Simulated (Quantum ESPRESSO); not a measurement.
Al: workfunction calculation (part 1 of 2)

Al (slab, 5 atoms in the cell), computed with Kohn-Sham DFT of a periodic cell, PBE, PseudoDojo 0.4.1 SR PBE standard, no spin polarisation (Quantum ESPRESSO 7.5).

The structure derives from a Materials Project entry.

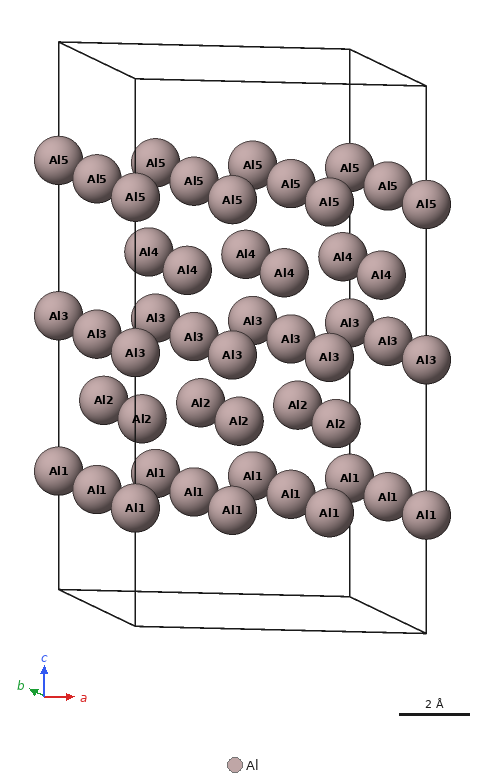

Fig. 1: The structure as given in the input (spheres-only view of the 3 × 2 repeat of the cell, with the vacuum cut short, seen slightly off an axis; atoms are numbered from 1 in the order of the input). An atom can appear more than once, as a periodic image.

## The input
```
&CONTROL
  calculation = 'scf'
  prefix = 'pwscf'
  outdir = './tmp'
  pseudo_dir = './pseudo'
  tprnfor = .true.
  disk_io = 'low'
/
&SYSTEM
  ibrav = 0
  celldm(1) = 8
  nat = 5
  ntyp = 1
  ecutwfc = 40
  nbnd = 13
  occupations = 'smearing'
  smearing = 'fd'
  degauss = 0.00367493
/
&ELECTRONS
  conv_thr = 5d-09
  electron_maxstep = 150
  mixing_beta = 0.3
  mixing_mode = 'local-TF'
/
ATOMIC_SPECIES
Al    26.9815 Al.upf
CELL_PARAMETERS alat
  0.6678001636174  -0.0000000000000   0.0000000000000
 -0.3339000818113   0.5783319063456   0.0000000000000
  0.0000000000000   0.0000000000000   5.7131128692996
ATOMIC_POSITIONS crystal
Al     0.0000000000    0.0000000000    0.3100968390
Al     0.3333333300    0.6666666600    0.4050484195
Al     0.0000000000    0.0000000000    0.5000000000
Al     0.6666666700    0.3333333400    0.5949515805
Al     0.0000000000    0.0000000000    0.6899031610
K_POINTS automatic
11 11 1 0 0 0
```

## File pp_density.in
```
&INPUTPP
  prefix = 'pwscf'
  outdir = './tmp'
  filplot = 'density.dat'
  plot_num = 0
/
&PLOT
  nfile = 1
  filepp(1) = 'density.dat'
  iflag = 3
  output_format = 6
  fileout = 'density.cube'
/
```

## File pp_potential.in
```
&INPUTPP
  prefix = 'pwscf'
  outdir = './tmp'
  filplot = 'potential.dat'
  plot_num = 11
/
&PLOT
  nfile = 1
  filepp(1) = 'potential.dat'
  iflag = 3
  output_format = 6
  fileout = 'potential.cube'
/
```

## File pp_elf.in
```
&INPUTPP
  prefix = 'pwscf'
  outdir = './tmp'
  filplot = 'elf.dat'
  plot_num = 8
/
&PLOT
  nfile = 1
  filepp(1) = 'elf.dat'
  iflag = 3
  output_format = 6
  fileout = 'elf.cube'
/
```

Run on 1 thread of Intel Xeon (Sapphire Rapids), 32 GiB of memory available, shared host.

Launched with:
```bash
OMP_NUM_THREADS=1 pw.x -in pw.in > pw.out
OMP_NUM_THREADS=1 pp.x -in pp_density.in > pp_density.out
OMP_NUM_THREADS=1 pp.x -in pp_potential.in > pp_potential.out
OMP_NUM_THREADS=1 pp.x -in pp_elf.in > pp_elf.out
```

## The program's output
```
This program is part of the open-source Quantum ESPRESSO suite
     for quantum simulation of materials; please cite
         "P. Giannozzi et al., J. Phys.:Condens. Matter 21 395502 (2009);
         "P. Giannozzi et al., J. Phys.:Condens. Matter 29 465901 (2017);
         "P. Giannozzi et al., J. Chem. Phys. 152 154105 (2020);
          URL
     in publications or presentations arising from this work. More details at

     Message from routine setup:
     using ibrav=0 with symmetry is DISCOURAGED, use correct ibrav instead

     G-vector sticks info
     --------------------
     sticks:   dense  smooth     PW     G-vecs:    dense   smooth      PW
     Sum         313     313     97                38705    38705    6679

     Using Slab Decomposition

     bravais-lattice index     =            0
     lattice parameter (alat)  =       8.0000  a.u.
     unit-cell volume          =    1129.7086 (a.u.)^3
     number of atoms/cell      =            5
     number of atomic types    =            1
     number of electrons       =        15.00
     number of Kohn-Sham states=           13
     kinetic-energy cutoff     =      40.0000  Ry
     charge density cutoff     =     160.0000  Ry
     scf convergence threshold =      5.0E-09
     mixing beta               =       0.3000
     number of iterations used =            8  local-TF  mixing
     Exchange-correlation= PBE
                           (   1   4   3   4   0   0   0)

     celldm(1)=   8.000000  celldm(2)=   0.000000  celldm(3)=   0.000000
     celldm(4)=   0.000000  celldm(5)=   0.000000  celldm(6)=   0.000000

     crystal axes: (cart. coord. in units of alat)
               a(1) = (   0.667800  -0.000000   0.000000 )
               a(2) = (  -0.333900   0.578332   0.000000 )
               a(3) = (   0.000000   0.000000   5.713113 )

     reciprocal axes: (cart. coord. in units 2 pi/alat)
               b(1) = (  1.497454  0.864555 -0.000000 )
               b(2) = (  0.000000  1.729111 -0.000000 )
               b(3) = ( -0.000000 -0.000000  0.175036 )

     PseudoPot. # 1 for Al read from file:
     Al.upf
     Pseudo is Norm-conserving + core correction, Zval =  3.0
     Generated using ONCVPSP code by D. R. Hamann
     Using radial grid of 1876 points,  6 beta functions with:
                l(1) =   0
                l(2) =   0
                l(3) =   1
                l(4) =   1
                l(5) =   2
                l(6) =   2

     atomic species   valence    mass     pseudopotential
     Al                3.00    26.98150     Al( 1.00)

     12 Sym. Ops., with inversion, found

   Cartesian axes

     site n.     atom                  positions (alat units)
         1        Al     tau(   1) = (   0.0000000   0.0000000   1.7716182  )
         2        Al     tau(   2) = (  -0.0000000   0.3855546   2.3140873  )
         3        Al     tau(   3) = (   0.0000000   0.0000000   2.8565564  )
         4        Al     tau(   4) = (   0.3339001   0.1927773   3.3990255  )
         5        Al     tau(   5) = (   0.0000000   0.0000000   3.9414946  )

     number of k points=    16  Fermi-Dirac smearing, width (Ry)=  0.0037
                       cart. coord. in units 2pi/alat
        k(    1) = (   0.0000000   0.0000000   0.0000000), wk =   0.0165289
        k(    2) = (   0.0000000   0.1571919   0.0000000), wk =   0.0991736
        k(    3) = (   0.0000000   0.3143838   0.0000000), wk =   0.0991736
        k(    4) = (   0.0000000   0.4715757   0.0000000), wk =   0.0991736
        k(    5) = (   0.0000000   0.6287676   0.0000000), wk =   0.0991736
        k(    6) = (   0.0000000   0.7859595   0.0000000), wk =   0.0991736
        k(    7) = (   0.1361322   0.2357878   0.0000000), wk =   0.0991736
        k(    8) = (   0.1361322   0.3929797   0.0000000), wk =   0.1983471
        k(    9) = (   0.1361322   0.5501716   0.0000000), wk =   0.1983471
        k(   10) = (   0.1361322   0.7073635   0.0000000), wk =   0.1983471
        k(   11) = (   0.1361322   0.8645554   0.0000000), wk =   0.0991736
        k(   12) = (   0.2722644   0.4715757   0.0000000), wk =   0.0991736
        k(   13) = (   0.2722644   0.6287676   0.0000000), wk =   0.1983471
        k(   14) = (   0.2722644   0.7859595   0.0000000), wk =   0.1983471
        k(   15) = (   0.4083965   0.7073635   0.0000000), wk =   0.0991736
        k(   16) = (   0.4083965   0.8645554   0.0000000), wk =   0.0991736

     Dense  grid:    38705 G-vectors     FFT dimensions: (  24,  24, 192)

     Initial potential from superposition of free atoms

     starting charge      14.9878, renormalised to      15.0000

     negative rho (up, down):  1.354E-05 0.000E+00
     Starting wfcs are   20 randomized atomic wfcs

     Self-consistent Calculation

     iteration #  1     ecut=    40.00 Ry     beta= 0.30
     Davidson diagonalization with overlap
     ethr =  1.00E-02,  avg # of iterations =  4.2

     total energy              =     -23.13454625 Ry
     estimated scf accuracy    <       0.42838993 Ry

     iteration #  2     ecut=    40.00 Ry     beta= 0.30
     Davidson diagonalization with overlap
     ethr =  2.86E-03,  avg # of iterations =  1.1

     total energy              =     -23.09206951 Ry
     estimated scf accuracy    <       0.29301491 Ry

     iteration #  3     ecut=    40.00 Ry     beta= 0.30
     Davidson diagonalization with overlap
     ethr =  1.95E-03,  avg # of iterations =  2.2

     total energy              =     -23.11509033 Ry
     estimated scf accuracy    <       0.02045914 Ry

     iteration #  4     ecut=    40.00 Ry     beta= 0.30
     Davidson diagonalization with overlap
     ethr =  1.36E-04,  avg # of iterations =  6.1

     total energy              =     -23.11692564 Ry
     estimated scf accuracy    <       0.03496440 Ry

     iteration #  5     ecut=    40.00 Ry     beta= 0.30
     Davidson diagonalization with overlap
     ethr =  1.36E-04,  avg # of iterations =  1.0

     total energy              =     -23.11565308 Ry
     estimated scf accuracy    <       0.01829315 Ry

     iteration #  6     ecut=    40.00 Ry     beta= 0.30
     Davidson diagonalization with overlap
     ethr =  1.22E-04,  avg # of iterations =  1.2

     total energy              =     -23.11379968 Ry
     estimated scf accuracy    <       0.00863828 Ry

     iteration #  7     ecut=    40.00 Ry     beta= 0.30
     Davidson diagonalization with overlap
     ethr =  5.76E-05,  avg # of iterations =  3.2

     negative rho (up, down):  3.878E-04 0.000E+00

     total energy              =     -23.11426536 Ry
     estimated scf accuracy    <       0.00149470 Ry

     iteration #  8     ecut=    40.00 Ry     beta= 0.30
     Davidson diagonalization with overlap
     ethr =  9.96E-06,  avg # of iterations =  5.4

     negative rho (up, down):  8.529E-03 0.000E+00

     total energy              =     -23.11387052 Ry
     estimated scf accuracy    <       0.00589818 Ry

     iteration #  9     ecut=    40.00 Ry     beta= 0.30
     Davidson diagonalization with overlap
     ethr =  9.96E-06,  avg # of iterations =  4.6

     negative rho (up, down):  2.755E-03 0.000E+00

     total energy              =     -23.11420349 Ry
     estimated scf accuracy    <       0.00025078 Ry

     iteration # 10     ecut=    40.00 Ry     beta= 0.30
     Davidson diagonalization with overlap
     c_bands:  1 eigenvalues not converged
     ethr =  1.67E-06,  avg # of iterations =  5.3

     negative rho (up, down):  5.302E-04 0.000E+00

     total energy              =     -23.11420829 Ry
     estimated scf accuracy    <       0.00102661 Ry

     iteration # 11     ecut=    40.00 Ry     beta= 0.30
     Davidson diagonalization with overlap
     ethr =  1.67E-06,  avg # of iterations =  3.6

     negative rho (up, down):  2.739E-04 0.000E+00

     total energy              =     -23.11424494 Ry
     estimated scf accuracy    <       0.00003400 Ry

     iteration # 12     ecut=    40.00 Ry     beta= 0.30
     Davidson diagonalization with overlap
     ethr =  2.27E-07,  avg # of iterations =  3.4

     negative rho (up, down):  3.240E-08 0.000E+00

     total energy              =     -23.11424212 Ry
     estimated scf accuracy    <       0.00002060 Ry

     iteration # 13     ecut=    40.00 Ry     beta= 0.30
     Davidson diagonalization with overlap
     c_bands:  1 eigenvalues not converged
     ethr =  1.37E-07,  avg # of iterations =  3.9

     negative rho (up, down):  2.579E-05 0.000E+00

     total energy              =     -23.11424349 Ry
     estimated scf accuracy    <       0.00000052 Ry

     iteration # 14     ecut=    40.00 Ry     beta= 0.30
     Davidson diagonalization with overlap
     ethr =  3.46E-09,  avg # of iterations =  3.4

     total energy              =     -23.11424372 Ry
     estimated scf accuracy    <       0.00000026 Ry

     iteration # 15     ecut=    40.00 Ry     beta= 0.30
     Davidson diagonalization with overlap
     ethr =  1.73E-09,  avg # of iterations =  1.4

     total energy              =     -23.11424378 Ry
     estimated scf accuracy    <          7.3E-09 Ry

     iteration # 16     ecut=    40.00 Ry     beta= 0.30
     Davidson diagonalization with overlap
     ethr =  4.85E-11,  avg # of iterations =  3.3

     total energy              =     -23.11424378 Ry
     estimated scf accuracy    <          6.3E-09 Ry

     iteration # 17     ecut=    40.00 Ry     beta= 0.30
     Davidson diagonalization with overlap
     ethr =  4.17E-11,  avg # of iterations =  1.1

     End of self-consistent calculation

          k = 0.0000 0.0000 0.0000 (  4917 PWs)   bands (ev):

    -9.2756  -8.5410  -7.3982  -5.8041  -3.8165  -1.8032   0.7159   3.1236
     4.9129   5.9237   6.1626   7.9104   8.0642

          k = 0.0000 0.1572 0.0000 (  4873 PWs)   bands (ev):
```
